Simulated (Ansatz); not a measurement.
# Pt: 5 runs along one coordinate

System: Pt (P6₃/mmc, 2 atoms in the cell).
Method: DFT LDA, scalar-relativistic, plane waves, PAW, no spin polarisation (Ansatz 0.2.0).

The 5 runs differ only in the geometry, by an even scaling of the cell at fixed fractional positions. The structure derives from a Materials Project entry.

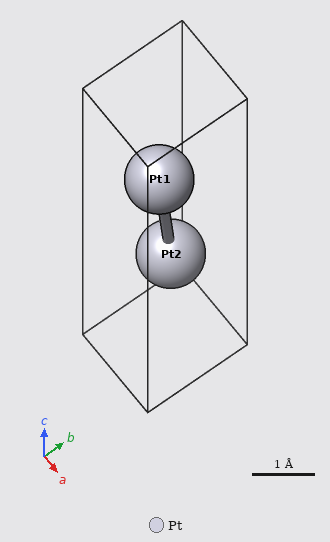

Figure 1. The structure of run 3 (ball-and-stick view of the cell of the calculation, seen at an oblique angle; atoms are numbered from 1 in the order of the input).

**Input of run 3**
```yaml
crystal:
  lattice:
    - [2.6857160603, 0.0, 0.0]
    - [-1.3428580301, 2.3258983356, 0.0]
    - [0.0, 0.0, 4.6385750967]
  atoms:
    - { symbol: Pt, position: [0.6666666667, 0.3333333333, 0.75] }
    - { symbol: Pt, position: [0.3333333333, 0.6666666667, 0.25] }
basis:
  ecutwfc: 420
kpoints:
  mp_grid: { grid: [18, 18, 10] }
hamiltonian:
  xc: lda
scf:
  occupations: { method: gaussian, width: 0.15 }
output:
  forces: true
  stress: true
  eigenvalues: true
```

Command:
```bash
ansatz run input.yaml --threads 1 --pin off --max-ram 2048MiB --backend cpu --events-out ev --progress --plain --runs-dir out
```

Lattice vectors (Å) and fractional positions of run 3:
```
   2.685716    0.000000    0.000000
  -1.342858    2.325898    0.000000
   0.000000    0.000000    4.638575
Pt  0.666667  0.333333  0.750000
Pt  0.333333  0.666667  0.250000
```

Run 2 differs from it as follows:
```diff
-    - [2.6857160603, 0.0, 0.0]
-    - [-1.3428580301, 2.3258983356, 0.0]
-    - [0.0, 0.0, 4.6385750967]
+    - [2.6629672301, 0.0, 0.0]
+    - [-1.331483615, 2.3061972707, 0.0]
+    - [0.0, 0.0, 4.5992849577]
```

**Results, with one run withheld**

| run | volume per atom (Å³) | free energy per atom, from the lowest run given (meV) | pressure (GPa) |
| --- | --- | --- | --- |
| 1 | 13.768 | 80.46 | 28.17 |
| 2 | 14.123 | ? | ? |
| 3 | 14.488 | 1.09 | 8.18 |
| 4 | 15.228 | 0.00 | −6.91 |
| 5 | 15.611 | 24.10 | −13.04 |

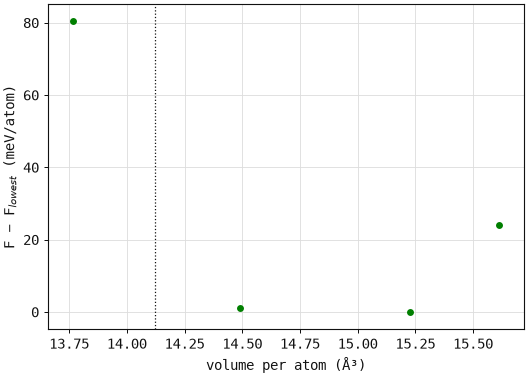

Figure 2. Free energy per atom of the runs given; the dotted line marks run 2.

Estimate the energy of run 2 from the others.

A quadratic polynomial in V^(−2/3) (the Birch–Murnaghan form), fitted to the 4 runs given, misses them by at most 0.42 meV per atom. With x = V^(−2/3) − 0.16630 Å⁻², it reads F = −7.4151 + 2158.8 x + 1.1726e+06 x² (meV per atom). At run 2 it gives 30.66 meV per atom, and the run itself gives 30.14. The slope of the fit gives a pressure −dF/dV of 17.52 GPa there, and the run prints 17.56 GPa. The fit has its minimum at 14.869 Å³ per atom, where V d²F/dV² gives 307 GPa. Cell shape and fractional positions are held, so this is the stiffness under even scaling; the relaxed bulk modulus wasn't computed. So low a polynomial doesn't follow these energies more closely.

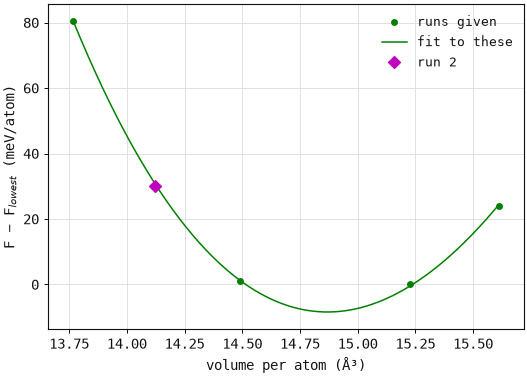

Figure 3. The fit and the withheld run.

**Output, shortened to warnings, some set-up lines, iterations and results (run 2)**
```
Basis set: ecut = 420 eV, 549 PW (Γ)
Symmetry: 24 space group operations
k-points: 222 of 3240
Initial density: superposition of atomic densities (neutral atoms: chi_scale 0, normalization atom), corrected by the library's trained network
[...]
SCF iter   1: F=—  HF=-24489.791127 eV  |F-HF|=—  |Δ(HF+E_count)|=         —  Δρ=9.87e-3  dr2=1.15e-2  ethr=1.77e-3  ⟨swp⟩=4.9  Hψ=19164  notcnv=0
SCF iter   2: F=—  HF=-24489.790257 eV  |F-HF|=—  |Δ(HF+E_count)|=   8.70e-4  Δρ=4.92e-3  dr2=2.87e-3  ethr=3.19e-5  ⟨swp⟩=2.0  Hψ=7884  notcnv=0
SCF iter   3: F=—  HF=-24489.789534 eV  |F-HF|=—  |Δ(HF+E_count)|=   7.23e-4  Δρ=5.83e-4  dr2=4.62e-5  ethr=7.99e-6  ⟨swp⟩=2.2  Hψ=7051  notcnv=0
SCF iter   4: F=—  HF=-24489.789531 eV  |F-HF|=—  |Δ(HF+E_count)|=   3.17e-6  Δρ=9.62e-5  dr2=2.09e-6  ethr=1.28e-7  ⟨swp⟩=2.4  Hψ=8512  notcnv=0
SCF iter   5: F=-24489.789531 eV  HF=-24489.789531 eV  |F-HF|=3.56e-8  |Δ(HF+E_count)|=   3.64e-7  Δρ=2.20e-5  dr2=8.35e-8  ethr=5.80e-9  ⟨swp⟩=1.7  Hψ=6492  notcnv=0
SCF iter   6: F=-24489.789531 eV  HF=-24489.789531 eV  |F-HF|=9.28e-10  |Δ(HF+E_count)|=   2.21e-8  Δρ=4.96e-6  dr2=3.62e-9  ethr=2.32e-10  ⟨swp⟩=2.5  Hψ=17674  notcnv=0
SCF 1 converged in 6 iterations: F = -24489.789531 eV  dr2 = 3.62e-9
SCF converged after 6 iterations
Free energy (F): -24489.789531 eV
Harris-Foulkes:  -24489.789531 eV  (|F-HF|=9.28e-10)
Internal energy: -24489.753170 eV  (E = F + TS)
E sigma→0 (E₀):  -24489.771350 eV
Entropy (-TS):   -0.036360 eV (-18.180 meV/atom)
Fermi energy:    25.115144 eV
--- Per-component energies (eV) ---
  E_band       = -206.679342
  E_kinetic    = 1283.188981
  E_local      = -2768.540154  (includes V_loc(G=0)·N_el)
  E_nonlocal   = 414.035811
  E_hartree    = 1032.104136
  E_xc         = -523.488845
  E_vxc        = -609.010060  (∫ρ·V_xc dr)
  E_paw        = -18355.887417  (= ΣΔE_a)
  E_vpaw       = -590.560720  (= ΣTr[D̂ρ^β])
  E_aug_tail   = 0.000335  (compensation charges beyond the density's cutoff)
  E_ewald      = -5572.093757
  E_core_change = 0.927739  (= ΣΔE_core)
  E_smearing   = -0.036360  (= −TS)
  E_closure    = 0.000000  (closes the sum)
  Σ components = -24489.789531   (vs F -24489.789531, Δ=0.00e0)
--- Forces (eV/Å), atoms counted from 1 ---
  atom   1  Pt    -0.00000000    -0.00000000     0.00000000
  atom   2  Pt    -0.00000000     0.00000000     0.00000000
  max |Σ_I F_I| component: 2.78e-17 eV/Å
--- Stress (GPa, compression-positive) ---
       18.401394       0.000000       0.000000
        0.000000      18.401394       0.000000
        0.000000       0.000000      15.883990
  P = ⅓ Tr σ = 17.5623 GPa (175.623 kbar)
```

Notes: Spin–orbit coupling is left out, which matters for Pt.
